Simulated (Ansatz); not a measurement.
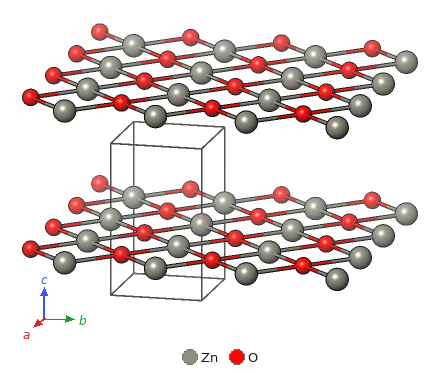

System ZnO (space group P4/mmm, No. 123); source of the atomic positions: coordinates from a relaxation with DFT PBE, scalar-relativistic, plane waves, PAW in Ansatz; the starting structure was generated, so it need not be a known form of this composition.

Bonds are taken as O–Zn below 2.3 Å; no other contact counts. The graph is simplified in the usual way: terminal and isolated atoms are pruned, two-connected atoms become edges.

Q: What kind of net remains, and which atoms are its nodes?

A: A uninodal 4-connected, two-periodic (layers) net: Zn and O are 4-connected nodes.

Q: Which named net is it?

A: It is the sql net, known from the square lattice.

Q: How do the layers lie?

A: The layers lie parallel to (001).

Q: Give the point symbol of each node (shortest cycle at each angle).

A: Zn and O: 4⁴·6².

Q: How many nodes does the smallest cycle have?

A: Four.

The simplified net, drawn on the atoms' positions. Nodes are coloured by element. One layer is drawn. Edges to nodes outside the piece are drawn as stubs.

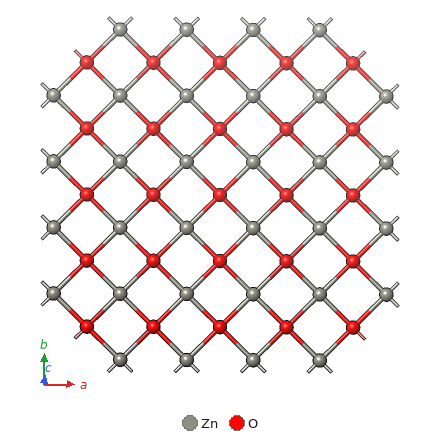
